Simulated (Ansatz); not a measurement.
Structure (in its standard cell), the input geometry of an electronic-structure calculation (not necessarily at equilibrium); the starting structure was generated, so it need not be a known form of this composition:

```cif
data_structure
_symmetry_space_group_name_H-M 'Pm-3m'
_symmetry_Int_Tables_number 221
_cell_length_a 2.6378
_cell_length_b 2.6378
_cell_length_c 2.6378
_cell_angle_alpha 90.000
_cell_angle_beta 90.000
_cell_angle_gamma 90.000
_cell_volume 18.35
loop_
_atom_site_label
_atom_site_type_symbol
_atom_site_symmetry_multiplicity
_atom_site_Wyckoff_symbol
_atom_site_fract_x
_atom_site_fract_y
_atom_site_fract_z
_atom_site_occupancy
Pt1 Pt 1 a 0.00000 0.00000 0.00000 1
```

Predict the [110] zone-axis pattern (200 kV, kinematic, B = 1 Å²).

Answer. The spots form a rectangular net whose two shortest vectors correspond to d = 2.64 Å and 1.87 Å, 90.0° apart. They are 0 0 1 and 1 -1 0. The pattern has symmetry 2mm. No reflection of this zone is absent.

Strongest reflections with d > 0.80 Å, one of each family (|F|² from tabulated Gaussian fits of the electron scattering factors, times a small damping for the curvature of the Ewald sphere):

```json
{"hkl": "0 0 1", "d (Å)": "2.638", "I (strongest = 100)": "100"}
{"hkl": "1 -1 0", "d (Å)": "1.865", "I (strongest = 100)": "58"}
{"hkl": "1 -1 1", "d (Å)": "1.523", "I (strongest = 100)": "38"}
{"hkl": "0 0 2", "d (Å)": "1.319", "I (strongest = 100)": "26"}
{"hkl": "1 -1 2", "d (Å)": "1.077", "I (strongest = 100)": "15"}
{"hkl": "2 -2 0", "d (Å)": "0.933", "I (strongest = 100)": "9"}
```

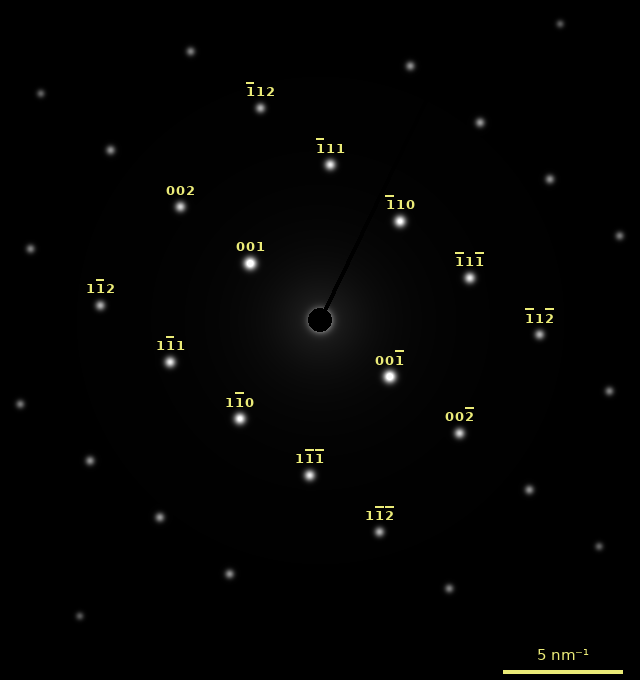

Calculated pattern, seen from the source side with [110] pointing towards the source.
